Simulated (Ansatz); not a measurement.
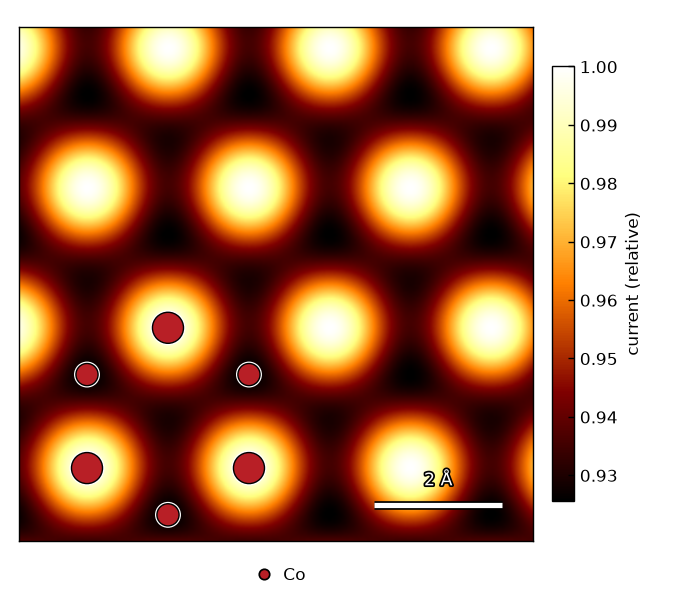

Constant-height image 3.0 Å above the topmost atom of Co(001) (P6_3/mmc bulk, 6 atomic planes (those closer than 0.6 Å count as one), 10 Å), sample bias +1.00 V. The atoms seen from above are drawn over one corner (deeper ones smaller).

The STM signal is simulated in the Tersoff–Hamann approximation. Bias windows are sharp sums over the levels of the k mesh.

Theory: Ansatz 0.2.0, DFT PBE, scalar-relativistic, plane waves, PAW. Cutoff 420 eV, 24 × 24 k-points, Gaussian smearing 0.1 eV, dipole correction. The slab is a cut without reconstruction beyond its cell, at the source's lattice constants, with its lower half held fixed and the rest relaxed. Collinear spin, net moment 10.0 μB a cell; the stability of this spin state wasn't checked. The run couldn't confirm all of its levels under its output density. The run warns that the functional's potential is rough in the thin density of the vacuum, where the tip is; weak contrasts and barriers may feel it.

```yaml
crystal:
  lattice:
    - [2.51900, 0.00000, 0.00000]
    - [-1.25950, 2.18152, 0.00000]
    - [0.00000, 0.00000, 27.22750]
  atoms:
    - { symbol: Co, position: [0.66667, 0.33333, 0.31218] }
    - { symbol: Co, position: [0.33333, 0.66667, 0.38731] }
    - { symbol: Co, position: [0.66667, 0.33333, 0.46244] }
    - { symbol: Co, position: [0.33333, 0.66667, 0.53499] }
    - { symbol: Co, position: [0.66667, 0.33333, 0.60985] }
    - { symbol: Co, position: [0.33333, 0.66667, 0.68091] }
```

The last single point took 4.6 min on 2 threads of Arm Neoverse N1 (shared host), peak memory 1 GiB.

What lies under the maxima and minima of this image?

Answer. The brightest spots lie over the top Co atoms; the darkest points are over the sites above the Co atoms 1.9 Å below the top plane. The brightest point carries 1.1 times the current of the darkest. So weak a contrast (1.08 times) depends on the k-mesh and on the tip.
